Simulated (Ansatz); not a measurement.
# Geometry relaxation, with input and output: Cu₁₀N (part 3 of 3)

Continued. System: Cu₁₀N (slab, 11 atoms in the cell). Method: DFT LDA, scalar-relativistic, plane waves, PAW, no spin polarisation (Ansatz 0.2.0); cutoff 420 eV, 8×8×1 k-mesh, Gaussian smearing of 0.1 eV. The structure derives from an entry of the Crystallography Open Database. The input holds or restrains some coordinates.

Geometry of the input (Å; fractional positions):
```
3.5186  0.0000  0.0000
0.0000  3.5186  0.0000
0.0000  0.0000  26.0373
Cu 0.0000  0.5000  0.3265
Cu 0.5000  0.0000  0.3265
Cu 0.5000  0.5000  0.3940
Cu 0.0000  0.0000  0.3940
Cu 0.0000  0.5000  0.4614
Cu 0.5000  0.0000  0.4614
Cu 0.5000  0.5000  0.5289
Cu 0.0000  0.0000  0.5289
Cu 0.0000  0.5000  0.5939
Cu 0.5000  0.0000  0.5939
N  0.7500  0.2500  0.6561
```

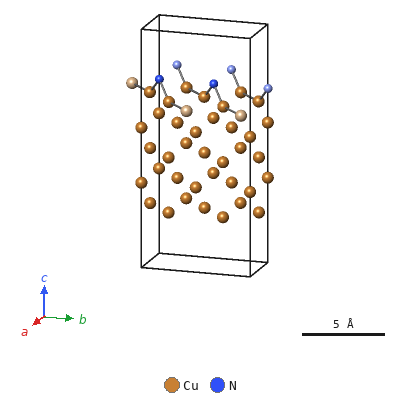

The geometry at step 4 of the log (ball-and-stick view of the 1 × 2 repeat of the cell, with the vacuum cut short, seen slightly off an axis; neighbours outside the cell are drawn fainter).

The program's output, continued:
```
--- Forces (eV/Å), atoms counted from 1 ---
  atom   1  Cu     0.00052415     0.00052415     0.24932268
  atom   2  Cu    -0.00052415    -0.00052415     0.24932268
  atom   3  Cu    -0.00209048     0.00209048    -0.24985508
  atom   4  Cu     0.00209048    -0.00209048    -0.24985508
  atom   5  Cu     0.00028561     0.00028561    -0.00072122
  atom   6  Cu    -0.00028561    -0.00028561    -0.00072122
  atom   7  Cu    -0.00006193     0.00006193     0.00047261
  atom   8  Cu     0.00006193    -0.00006193     0.00047261
  atom   9  Cu     0.00011943     0.00011943     0.00158166
  atom  10  Cu    -0.00011943    -0.00011943     0.00158166
  atom  11  N     -0.00000000    -0.00000000    -0.00153285
  max |Σ_I F_I| component: 6.85e-5 eV/Å
--- Band table (eV; the first three rows and the last of 21) ---
  k-point 0: bands = ["-109.9702", "-109.9543", "-109.5118", "-109.4980", "-109.4908", "-109.4892", "-109.4731", "-109.4608", "-109.0393", "-109.0254", "-68.1067", "-68.0417", "-67.7025", "-67.6352", "-67.5834", "-67.5405", "-67.3792", "-67.3770", "-67.3664", "-67.3409", "-67.3394", "-67.3152", "-67.3139", "-67.3046", "-67.3031", "-67.3006", "-67.2963", "-67.2945", "-67.2874", "-67.2677", "-67.2648", "-67.2566", "-67.2383", "-67.2361", "-66.9117", "-66.9107", "-66.8405", "-66.8393", "-66.8214", "-66.8098", "-11.7517", "-7.1225", "-5.7710", "-4.0110", "-3.0929", "-3.0143", "-2.8722", "-2.8480", "-2.6104", "-2.5910", "-2.5476", "-2.3300", "-2.3141", "-2.2323", "-2.1844", "-1.9217", "-1.9091", "-1.7685", "-1.7404", "-1.2878", "-1.2342", "-1.2062", "-0.9043", "-0.7860", "-0.7026", "-0.5539", "-0.5238", "-0.3479", "-0.3309", "-0.3014", "-0.1808", "-0.1282", "-0.0664", "-0.0266", "0.0542", "0.1901", "0.2406", "0.3053", "0.3761", "0.4094", "0.4797", "0.4896", "0.5867", "0.5952", "0.6058", "0.6410", "0.6609", "0.7494", "0.8645", "0.8649", "0.8968", "0.9035", "0.9128", "0.9332", "1.3189", "2.1295", "2.5257", "2.8755", "2.9445", "4.5841", "4.6795", "5.5110", "6.3828", "7.2547", "7.4077", "8.5328", "8.6568", "9.2082", "9.9013", "10.2778", "10.2809", "10.2999", "10.7643", "10.8731", "10.9742", "11.1852", "11.8147"]
  k-point 1: bands = ["-109.9697", "-109.9548", "-109.5109", "-109.4977", "-109.4914", "-109.4897", "-109.4726", "-109.4614", "-109.0388", "-109.0259", "-68.1047", "-68.0437", "-67.7000", "-67.6378", "-67.5822", "-67.5419", "-67.3765", "-67.3738", "-67.3643", "-67.3422", "-67.3376", "-67.3177", "-67.3125", "-67.3060", "-67.3024", "-67.3005", "-67.2969", "-67.2925", "-67.2862", "-67.2721", "-67.2681", "-67.2544", "-67.2410", "-67.2382", "-66.9090", "-66.9080", "-66.8432", "-66.8421", "-66.8209", "-66.8102", "-11.7083", "-6.9294", "-5.6024", "-3.8807", "-3.0565", "-2.9118", "-2.8528", "-2.7308", "-2.6098", "-2.5543", "-2.4492", "-2.2852", "-2.2586", "-2.1813", "-2.1603", "-1.9163", "-1.8446", "-1.7241", "-1.6944", "-1.3056", "-1.2483", "-1.1862", "-0.8871", "-0.7775", "-0.7180", "-0.6396", "-0.5565", "-0.4886", "-0.4304", "-0.3285", "-0.1705", "-0.1457", "-0.1173", "-0.0859", "0.0259", "0.1116", "0.2107", "0.2258", "0.2699", "0.3321", "0.3746", "0.4395", "0.4931", "0.5363", "0.5691", "0.5973", "0.6908", "0.7191", "0.7306", "0.8144", "0.8343", "0.8491", "0.8585", "1.1754", "1.1986", "2.1305", "2.3742", "2.6868", "3.3540", "3.7946", "5.0565", "5.3151", "6.0670", "7.0844", "7.4579", "7.9468", "8.7211", "9.2691", "9.4818", "10.1465", "10.3526", "10.5953", "11.0005", "11.0581", "11.6145", "11.8588", "12.2195"]
  k-point 2: bands = ["-109.9682", "-109.9563", "-109.5085", "-109.4967", "-109.4934", "-109.4908", "-109.4715", "-109.4628", "-109.0373", "-109.0274", "-68.0994", "-68.0490", "-67.6930", "-67.6453", "-67.5789", "-67.5458", "-67.3696", "-67.3651", "-67.3580", "-67.3448", "-67.3319", "-67.3213", "-67.3173", "-67.3080", "-67.3026", "-67.2982", "-67.2938", "-67.2904", "-67.2856", "-67.2785", "-67.2743", "-67.2543", "-67.2478", "-67.2432", "-66.9014", "-66.9004", "-66.8511", "-66.8499", "-66.8195", "-66.8114", "-11.6009", "-6.3626", "-5.1174", "-3.5518", "-3.0343", "-2.7947", "-2.6760", "-2.6248", "-2.4078", "-2.3825", "-2.2030", "-2.1619", "-2.1171", "-2.0599", "-2.0215", "-1.9037", "-1.7027", "-1.6770", "-1.5833", "-1.3191", "-1.2373", "-1.1783", "-0.9065", "-0.8645", "-0.7520", "-0.6919", "-0.6656", "-0.6599", "-0.6310", "-0.5349", "-0.4691", "-0.3767", "-0.2646", "-0.1327", "-0.0769", "-0.0152", "0.0303", "0.1419", "0.1618", "0.1980", "0.2857", "0.3452", "0.3516", "0.4277", "0.4398", "0.4614", "0.5081", "0.5821", "0.6200", "0.6370", "0.6683", "0.8334", "0.8657", "0.9240", "1.3010", "1.6418", "2.1623", "2.6448", "2.8147", "3.7571", "4.4278", "5.5561", "6.1192", "6.9439", "7.6935", "8.0351", "8.5975", "9.2851", "9.9655", "10.0602", "10.6456", "10.7299", "11.1402", "11.4081", "11.5351", "12.3447", "12.6744"]
  k-point 20: bands = ["-109.9634", "-109.9609", "-109.4978", "-109.4978", "-109.4962", "-109.4962", "-109.4678", "-109.4678", "-109.0324", "-109.0324", "-68.1096", "-68.0412", "-67.7127", "-67.6268", "-67.5809", "-67.5442", "-67.3858", "-67.3843", "-67.3784", "-67.3741", "-67.3450", "-67.3395", "-67.3055", "-67.3030", "-67.2914", "-67.2857", "-67.2786", "-67.2775", "-67.2726", "-67.2678", "-67.2643", "-67.2616", "-67.2395", "-67.2358", "-66.9181", "-66.9171", "-66.8348", "-66.8336", "-66.8151", "-66.8149", "-11.2794", "-3.1003", "-3.0906", "-3.0507", "-3.0353", "-2.9018", "-2.8530", "-2.8510", "-2.6091", "-2.3296", "-2.1960", "-2.1631", "-2.1330", "-1.5983", "-1.3512", "-1.1596", "-1.1180", "-1.1115", "-1.0988", "-1.0614", "-1.0032", "-0.9792", "-0.9673", "-0.9155", "-0.7821", "-0.7774", "-0.7658", "-0.7278", "-0.7017", "-0.6518", "-0.6356", "-0.6111", "-0.5080", "-0.4961", "-0.4309", "-0.3296", "-0.2410", "-0.1253", "-0.0951", "0.0373", "0.1900", "0.3895", "0.4012", "0.4076", "0.4822", "0.5123", "0.6051", "0.6853", "0.6947", "0.7935", "0.7985", "0.8032", "1.1918", "1.4931", "1.7481", "1.7744", "1.9153", "1.9537", "2.1695", "2.1774", "2.3844", "2.3864", "4.2163", "4.8153", "5.9556", "5.9717", "7.3968", "7.8681", "8.0770", "8.3137", "9.4358", "10.2987", "10.6380", "10.9459", "11.3901", "12.7180", "12.9518"]
--- Relaxed structure (6 steps of the walk, 6 accepted, 0 SCFs on fresh bases) ---
  F+E_penalty+E_count = -65925.43594485 eV   max|allowed force component| = 1.582e-3 eV/Å
  atoms:
    - { symbol: Cu, position: [0.0, 0.5, 0.3264550412000001] }
    - { symbol: Cu, position: [0.5, 0.0, 0.3264550412000001] }
    - { symbol: Cu, position: [0.5, 0.5, 0.39402428280000007] }
    - { symbol: Cu, position: [0.0, 0.0, 0.39402428280000007] }
    - { symbol: Cu, position: [0.0006215201492307269, 0.5006215201492308, 0.4614895744919011] }
    - { symbol: Cu, position: [0.49937847985076933, -0.0006215201492307268, 0.4614895744919011] }
    - { symbol: Cu, position: [0.4998259737045885, 0.5001740262954116, 0.5290609999372851] }
    - { symbol: Cu, position: [0.00017402629541150952, -0.00017402629541150903, 0.5290609999372851] }
    - { symbol: Cu, position: [0.013071062127665107, 0.5130710621276652, 0.5975558112270674] }
    - { symbol: Cu, position: [0.4869289378723349, -0.013071062127665102, 0.5975558112270674] }
    - { symbol: N, position: [0.75, 0.25, 0.6413078971924707] }
```

Trajectory as extended XYZ (Å, eV, eV/Å), 6 frames, from step=1 to step=6:
```
11
Lattice="3.5186 0.0000 0.0000 0.0000 3.5186 0.0000 0.0000 0.0000 26.0373" Properties=species:S:1:pos:R:3:forces:R:3 step=1 energy=-65924.28554
Cu    0.0000    1.7593    8.5000    0.0017   0.0017   0.2469
Cu    1.7593    0.0000    8.5000   -0.0017  -0.0017   0.2469
Cu    1.7593    1.7593   10.2593   -0.0145   0.0145  -0.2644
Cu    0.0000    0.0000   10.2593    0.0145  -0.0145  -0.2644
Cu    0.0000    1.7593   12.0135    0.0189   0.0189   0.0063
Cu    1.7593    0.0000   12.0135   -0.0189  -0.0189   0.0063
Cu    1.7593    1.7593   13.7720   -0.0678   0.0678  -0.3244
Cu    0.0000    0.0000   13.7720    0.0678  -0.0678  -0.3244
Cu    0.0000    1.7593   15.4630   -0.5777  -0.5777   2.3128
Cu    1.7593    0.0000   15.4630    0.5777   0.5777   2.3128
N     2.6390    0.8797   17.0830    0.0000   0.0000  -3.9565
11
Lattice="3.5186 0.0000 0.0000 0.0000 3.5186 0.0000 0.0000 0.0000 26.0373" Properties=species:S:1:pos:R:3:forces:R:3 step=2 energy=-65924.94044
Cu    0.0000    1.7593    8.5000    0.0017   0.0017   0.2465
Cu    1.7593    0.0000    8.5000   -0.0017  -0.0017   0.2465
Cu    1.7593    1.7593   10.2593   -0.0101   0.0101  -0.2510
Cu    0.0000    0.0000   10.2593    0.0101  -0.0101  -0.2510
Cu    0.0004    1.7597   12.0150    0.0221   0.0221  -0.0005
Cu    1.7589   -0.0004   12.0150   -0.0221  -0.0221  -0.0005
Cu    1.7593    1.7593   13.7747   -0.0524   0.0524  -0.2622
Cu    0.0000    0.0000   13.7747    0.0524  -0.0524  -0.2622
Cu    0.0089    1.7682   15.4867   -0.5184  -0.5184   1.8460
Cu    1.7505   -0.0089   15.4867    0.5184   0.5184   1.8460
N     2.6390    0.8797   16.9245    0.0000   0.0000  -3.1568
11
Lattice="3.5186 0.0000 0.0000 0.0000 3.5186 0.0000 0.0000 0.0000 26.0373" Properties=species:S:1:pos:R:3:forces:R:3 step=3 energy=-65925.38782
Cu    0.0000    1.7593    8.5000    0.0010   0.0010   0.2488
Cu    1.7593    0.0000    8.5000   -0.0010  -0.0010   0.2488
Cu    1.7593    1.7593   10.2593   -0.0024   0.0024  -0.2368
Cu    0.0000    0.0000   10.2593    0.0024  -0.0024  -0.2368
Cu    0.0015    1.7608   12.0186    0.0112   0.0112   0.0267
Cu    1.7578   -0.0015   12.0186   -0.0112  -0.0112   0.0267
Cu    1.7566    1.7621   13.7862   -0.0489   0.0489  -0.0497
Cu    0.0027   -0.0027   13.7862    0.0489  -0.0489  -0.0497
Cu    0.0064    1.7657   15.5658    0.6956   0.6956  -0.3205
Cu    1.7529   -0.0064   15.5658   -0.6956  -0.6956  -0.3205
N     2.6390    0.8797   16.7296    0.0000   0.0000   0.6633
11
Lattice="3.5186 0.0000 0.0000 0.0000 3.5186 0.0000 0.0000 0.0000 26.0373" Properties=species:S:1:pos:R:3:forces:R:3 step=4 energy=-65925.42760
Cu    0.0000    1.7593    8.5000    0.0005   0.0005   0.2489
Cu    1.7593    0.0000    8.5000   -0.0005  -0.0005   0.2489
Cu    1.7593    1.7593   10.2593   -0.0014   0.0014  -0.2496
Cu    0.0000    0.0000   10.2593    0.0014  -0.0014  -0.2496
Cu    0.0025    1.7618   12.0160    0.0001   0.0001   0.0167
Cu    1.7568   -0.0025   12.0160   -0.0001  -0.0001   0.0167
Cu    1.7594    1.7592   13.7784   -0.0356   0.0356   0.0308
Cu   -0.0001    0.0001   13.7784    0.0356  -0.0356   0.0308
Cu    0.0331    1.7925   15.5718    0.2979   0.2979  -0.2280
Cu    1.7262   -0.0331   15.5718   -0.2979  -0.2979  -0.2280
N     2.6390    0.8797   16.7103    0.0000   0.0000   0.3620
11
Lattice="3.5186 0.0000 0.0000 0.0000 3.5186 0.0000 0.0000 0.0000 26.0373" Properties=species:S:1:pos:R:3:forces:R:3 step=5 energy=-65925.43582
Cu    0.0000    1.7593    8.5000    0.0005   0.0005   0.2492
Cu    1.7593    0.0000    8.5000   -0.0005  -0.0005   0.2492
Cu    1.7593    1.7593   10.2593   -0.0017   0.0017  -0.2493
Cu    0.0000    0.0000   10.2593    0.0017  -0.0017  -0.2493
Cu    0.0023    1.7617   12.0160   -0.0017  -0.0017   0.0024
Cu    1.7570   -0.0023   12.0160    0.0017   0.0017   0.0024
Cu    1.7586    1.7600   13.7763    0.0024  -0.0024  -0.0209
Cu    0.0007   -0.0007   13.7763   -0.0024   0.0024  -0.0209
Cu    0.0456    1.8049   15.5558   -0.0100  -0.0100   0.0374
Cu    1.7137   -0.0456   15.5558    0.0100   0.0100   0.0374
N     2.6390    0.8797   16.6978    0.0000   0.0000  -0.0388
11
Lattice="3.5186 0.0000 0.0000 0.0000 3.5186 0.0000 0.0000 0.0000 26.0373" Properties=species:S:1:pos:R:3:forces:R:3 step=6 energy=-65925.43595
Cu    0.0000    1.7593    8.5000    0.0005   0.0005   0.2493
Cu    1.7593    0.0000    8.5000   -0.0005  -0.0005   0.2493
Cu    1.7593    1.7593   10.2593   -0.0021   0.0021  -0.2499
Cu    0.0000    0.0000   10.2593    0.0021  -0.0021  -0.2499
Cu    0.0022    1.7615   12.0159    0.0003   0.0003  -0.0007
Cu    1.7571   -0.0022   12.0159   -0.0003  -0.0003  -0.0007
Cu    1.7587    1.7599   13.7753   -0.0001   0.0001   0.0005
Cu    0.0006   -0.0006   13.7753    0.0001  -0.0001   0.0005
Cu    0.0460    1.8053   15.5587    0.0001   0.0001   0.0016
Cu    1.7133   -0.0460   15.5587   -0.0001  -0.0001   0.0016
N     2.6390    0.8797   16.6979    0.0000   0.0000  -0.0015
```

Key numbers:

- outcome: converged under the restraints of the input
- electrons treated: 195
- free energy: −65925.4359 eV
- work function, top face: 7.12 eV
- work function, bottom face: 4.92 eV
- Fermi energy: 2.461 eV
- gap on the k-point mesh: none (metallic)
- final volume: 322.36 Å³
- work function (upper face): 7.12 eV
- largest force (length of the vector) at the end, held atoms and coordinates included: 0.250 eV/Å
- hardware: 2 threads of Intel Xeon @ 2.10GHz (Emerald Rapids), 189 GiB of memory available, shared host
- wall time: 7.9 min (CPU time 15 min)
- peak memory: 1 GiB

The program warns: the exchange-correlation potential is rough where the density is thin. The cell holds an odd number of electrons but the run has no spin polarisation, so it comes out as a metal.
